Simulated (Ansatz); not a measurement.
Consider TiAl.

```
Ti Al
1.0
     2.86726    0.00000    0.00000
    -1.43363    2.48312    0.00000
     0.00000    0.00000    4.67808
Ti Al
1 1
Direct
  0.00000 0.00000 0.00000
  0.33333 0.66667 0.50000
```

Space group P-6m2; a structure from a database of computed crystals, not necessarily the ambient phase; computed without spin polarisation.

The calculation used DFT r2SCAN, scalar-relativistic, plane waves, PAW in Ansatz.

Question: What can the converged valence pseudo-density and electron localisation function tell about the bonding?

Answer: Ti–Al (2.87 Å): the density is about 0.2 e/Å³ at the midpoint; the ELF is about 0.40 at the midpoint.

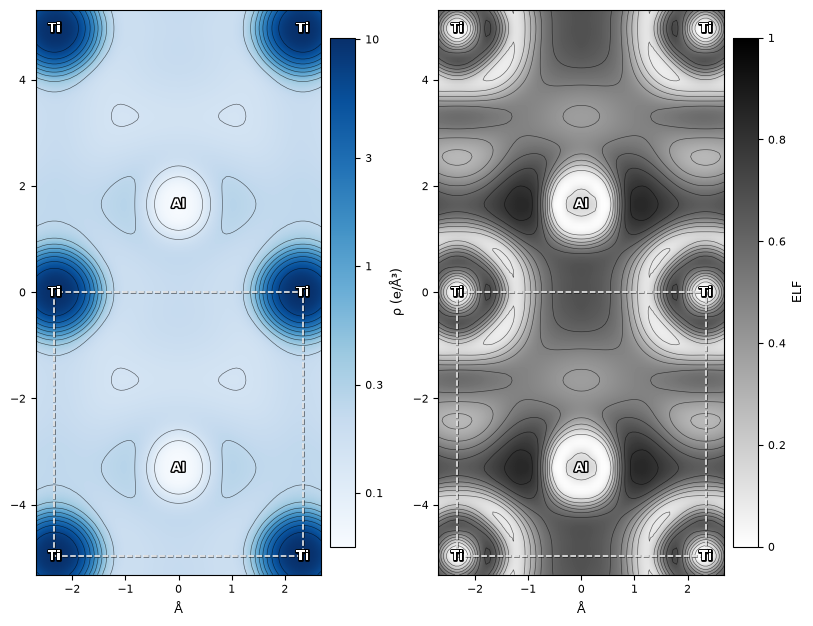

Computed valence pseudo-density and electron localisation function on the (110) plane of the conventional cell, in this order. 
